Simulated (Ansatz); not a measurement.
# Two runs on Rh

System: Rh (1 atom in the cell).
Method of run 1: DFT PBE, scalar-relativistic, plane waves, PAW, no spin polarisation (Ansatz 0.2.0).

The structure derives from an entry of the Crystallography Open Database. Text and figures count atoms from 1; the logs count them from 0 in places.

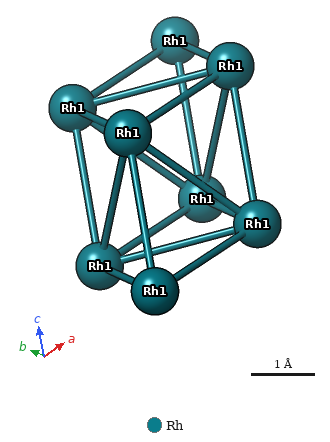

Fig. 1: The structure as given in the input (ball-and-stick view of the cell of the calculation, seen slightly off an axis; atoms are numbered from 1 in the order of the input). Near neighbours in the crystal (not all of them lie inside the picture): Rh has 12 Rh at 2.66 to 2.72 Å.

The input, run 1:
```yaml
crystal:
  lattice:
    - [0.0, 1.8825345, 1.8825345]
    - [1.90155, -0.0190155, 1.90155]
    - [1.90155, 1.90155, -0.0190155]
  atoms:
    - { symbol: Rh, position: [0.0, 0.0, 0.0] }
basis:
  ecutwfc: 420
kpoints:
  mp_grid: { grid: [22, 22, 22] }
hamiltonian:
  xc: pbe
scf:
  occupations: { method: gaussian, width: 0.15 }
output:
  forces: true
  stress: true
  eigenvalues: true
```

Hardware: 1 thread of an x86-64 CPU, shared host.

Output, shortened to warnings, some set-up lines, iterations and results (run 1):
```
Basis set: ecut = 420 eV, 279 PW (Γ), exchange–correlation on 36×36×36 points (8 copies of the dense FFT grid, shifted against one another)
Symmetry: 8 space group operations
k-points: 1530 of 10648
Initial density: superposition of atomic densities (neutral atoms: chi_scale 0, normalization atom), corrected by the library's trained network
[...]
SCF iter   1: F=—  HF=-6402.887725 eV  |F-HF|=—  |Δ(HF+E_count)|=         —  Δρ=3.15e-3  dr2=3.86e-4  ethr=1.77e-3  ⟨swp⟩=4.7  Hψ=108341  notcnv=0
SCF iter   2: F=—  HF=-6402.887883 eV  |F-HF|=—  |Δ(HF+E_count)|=   1.58e-4  Δρ=1.52e-3  dr2=6.56e-5  ethr=2.27e-6  ⟨swp⟩=2.6  Hψ=44070  notcnv=0
SCF iter   3: F=—  HF=-6402.887913 eV  |F-HF|=—  |Δ(HF+E_count)|=   2.98e-5  Δρ=7.25e-4  dr2=1.41e-5  ethr=3.86e-7  ⟨swp⟩=2.1  Hψ=27512  notcnv=0
SCF iter   4: F=—  HF=-6402.887928 eV  |F-HF|=—  |Δ(HF+E_count)|=   1.44e-5  Δρ=9.01e-5  dr2=2.04e-7  ethr=8.27e-8  ⟨swp⟩=2.2  Hψ=28374  notcnv=0
SCF iter   5: F=-6402.887928 eV  HF=-6402.887928 eV  |F-HF|=8.91e-10  |Δ(HF+E_count)|=   3.66e-7  Δρ=2.20e-5  dr2=1.53e-8  ethr=1.20e-9  ⟨swp⟩=2.1  Hψ=30747  notcnv=0
SCF iter   6: F=-6402.887928 eV  HF=-6402.887928 eV  |F-HF|=6.46e-11  |Δ(HF+E_count)|=  7.05e-10  Δρ=1.52e-6  dr2=1.15e-10  ethr=9.03e-11  ⟨swp⟩=1.5  Hψ=61408  notcnv=0
SCF 1 converged in 6 iterations: F = -6402.887928 eV  dr2 = 1.15e-10
SCF converged after 6 iterations
Free energy (F): -6402.887928 eV
Harris-Foulkes:  -6402.887928 eV  (|F-HF|=6.46e-11)
Internal energy: -6402.872764 eV  (E = F + TS)
E sigma→0 (E₀):  -6402.880346 eV
Entropy (-TS):   -0.015164 eV (-15.164 meV/atom)
Fermi energy:    22.385360 eV
--- Per-component energies (eV) ---
  E_band       = -85.230745
  E_kinetic    = 573.565102
  E_local      = -1563.660764  (includes V_loc(G=0)·N_el)
  E_nonlocal   = 354.524312
  E_hartree    = 550.085308
  E_xc         = -222.060311
  E_vxc        = -278.792389  (∫ρ·V_xc dr)
  E_paw        = -3586.881691  (= ΣΔE_a)
  E_vpaw       = -271.038793  (= ΣTr[D̂ρ^β])
  E_aug_tail   = 0.000851  (compensation charges beyond the density's cutoff)
  E_ewald      = -2508.445571
  E_smearing   = -0.015164  (= −TS)
  E_closure    = 0.000000  (closes the sum)
  Σ components = -6402.887928   (vs F -6402.887928, Δ=0.00e0)
--- Forces (eV/Å), atoms counted from 1 ---
  atom   1  Rh    -0.00000000     0.00000000     0.00000000
  max |Σ_I F_I| component: 9.86e-32 eV/Å
--- Stress (GPa, compression-positive) ---
        5.823034       0.000000       0.000000
        0.000000       6.043874       4.074309
        0.000000       4.074309       6.043874
  P = ⅓ Tr σ = 5.9703 GPa (59.703 kbar)
```

For run 2 the input was changed thus:
```diff
-    - [0.0, 1.8825345, 1.8825345]
-    - [1.90155, -0.0190155, 1.90155]
-    - [1.90155, 1.90155, -0.0190155]
+    - [0.0, 1.915811625, 1.915811625]
+    - [1.90155, 0.014261625, 1.90155]
+    - [1.90155, 1.90155, 0.014261625]
```

Predict how the results change.

With the same functional and potentials, run 2 lies 1.6 meV per atom lower. The number of SCF iterations is the same. The plane waves at Γ go from 279 to 283.

Output, shortened to warnings, some set-up lines, iterations and results (run 2):
```
Basis set: ecut = 420 eV, 283 PW (Γ), exchange–correlation on 40×36×36 points (8 copies of the dense FFT grid, shifted against one another)
Symmetry: 8 space group operations
k-points: 1530 of 10648
Initial density: superposition of atomic densities (neutral atoms: chi_scale 0, normalization atom), corrected by the library's trained network
[...]
SCF iter   1: F=—  HF=-6402.889281 eV  |F-HF|=—  |Δ(HF+E_count)|=         —  Δρ=3.02e-3  dr2=3.66e-4  ethr=1.77e-3  ⟨swp⟩=4.8  Hψ=108330  notcnv=0
SCF iter   2: F=—  HF=-6402.889437 eV  |F-HF|=—  |Δ(HF+E_count)|=   1.57e-4  Δρ=1.49e-3  dr2=6.50e-5  ethr=2.15e-6  ⟨swp⟩=2.7  Hψ=44611  notcnv=0
SCF iter   3: F=—  HF=-6402.889465 eV  |F-HF|=—  |Δ(HF+E_count)|=   2.75e-5  Δρ=7.27e-4  dr2=1.37e-5  ethr=3.82e-7  ⟨swp⟩=2.1  Hψ=27480  notcnv=0
SCF iter   4: F=—  HF=-6402.889480 eV  |F-HF|=—  |Δ(HF+E_count)|=   1.54e-5  Δρ=7.95e-5  dr2=1.98e-7  ethr=8.05e-8  ⟨swp⟩=2.2  Hψ=28597  notcnv=0
SCF iter   5: F=-6402.889481 eV  HF=-6402.889481 eV  |F-HF|=2.02e-9  |Δ(HF+E_count)|=   2.40e-7  Δρ=2.12e-5  dr2=1.48e-8  ethr=1.16e-9  ⟨swp⟩=2.2  Hψ=29744  notcnv=0
SCF iter   6: F=-6402.889481 eV  HF=-6402.889481 eV  |F-HF|=1.07e-10  |Δ(HF+E_count)|=  4.55e-10  Δρ=1.75e-6  dr2=1.81e-10  ethr=8.69e-11  ⟨swp⟩=1.5  Hψ=61681  notcnv=0
SCF 1 converged in 6 iterations: F = -6402.889481 eV  dr2 = 1.81e-10
SCF converged after 6 iterations
Free energy (F): -6402.889481 eV
Harris-Foulkes:  -6402.889481 eV  (|F-HF|=1.07e-10)
Internal energy: -6402.874353 eV  (E = F + TS)
E sigma→0 (E₀):  -6402.881917 eV
Entropy (-TS):   -0.015127 eV (-15.127 meV/atom)
Fermi energy:    22.384310 eV
--- Per-component energies (eV) ---
  E_band       = -85.251257
  E_kinetic    = 573.557433
  E_local      = -1563.615836  (includes V_loc(G=0)·N_el)
  E_nonlocal   = 354.520163
  E_hartree    = 550.055986
  E_xc         = -222.058858
  E_vxc        = -278.790407  (∫ρ·V_xc dr)
  E_paw        = -3586.879679  (= ΣΔE_a)
  E_vpaw       = -271.035881  (= ΣTr[D̂ρ^β])
  E_aug_tail   = 0.000850  (compensation charges beyond the density's cutoff)
  E_ewald      = -2508.454412
  E_smearing   = -0.015127  (= −TS)
  E_closure    = 0.000000  (closes the sum)
  Σ components = -6402.889481   (vs F -6402.889481, Δ=0.00e0)
--- Forces (eV/Å), atoms counted from 1 ---
  atom   1  Rh    -0.00000000     0.00000000    -0.00000000
  max |Σ_I F_I| component: 1.48e-31 eV/Å
--- Stress (GPa, compression-positive) ---
        5.823516      -0.000000       0.000000
       -0.000000       5.947707      -3.056940
        0.000000      -3.056940       5.947707
  P = ⅓ Tr σ = 5.9063 GPa (59.063 kbar)
```

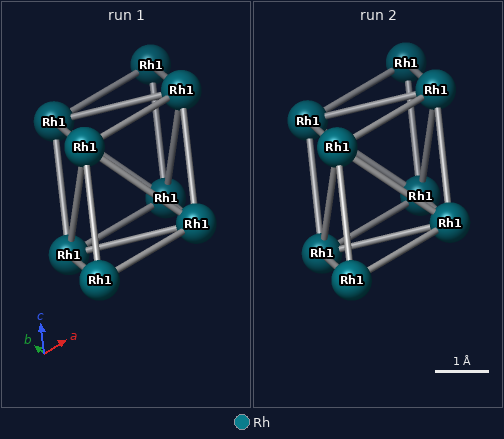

Fig. 2: The two input geometries at one scale (ball-and-stick view of the cell of the calculation, seen slightly off an axis). No atom moves by more than 0.005 Å relative to the cell. The drawn cell changes at constant volume: a 2.662 → 2.709 Å (+1.8 %), b = c stay at 2.689 Å, α 60.7° → 59.5°, β 60.3° → 59.8°, γ 60.3° → 59.8°. Among the contacts that change: Rh1–Rh1 2.716 → 2.669 Å.

The two runs side by side:

| quantity | run 1 | run 2 |
| --- | --- | --- |
| outcome | converged | converged |
| free energy per atom (eV) | −6402.8879 | −6402.8895 |
| energy per atom, smearing taken to zero (eV) | −6402.8803 | −6402.8819 |
| gap on the mesh (eV) | 0.00 | 0.00 |
| pressure (GPa) | 5.97 | 5.91 |
| largest force (eV/Å) | 0.000 | 0.000 |
| SCF iterations | 6 | 6 |
| irreducible k-points | 1530 | 1530 |
| plane waves at Γ | 279 | 283 |
| wall time (shared host) | 22 s | 26 s |

For run 1: The cell is under a pressure of 6.0 GPa at this level, so it is not at its equilibrium volume. For run 2: The cell is under a pressure of 5.9 GPa at this level, so it is not at its equilibrium volume.
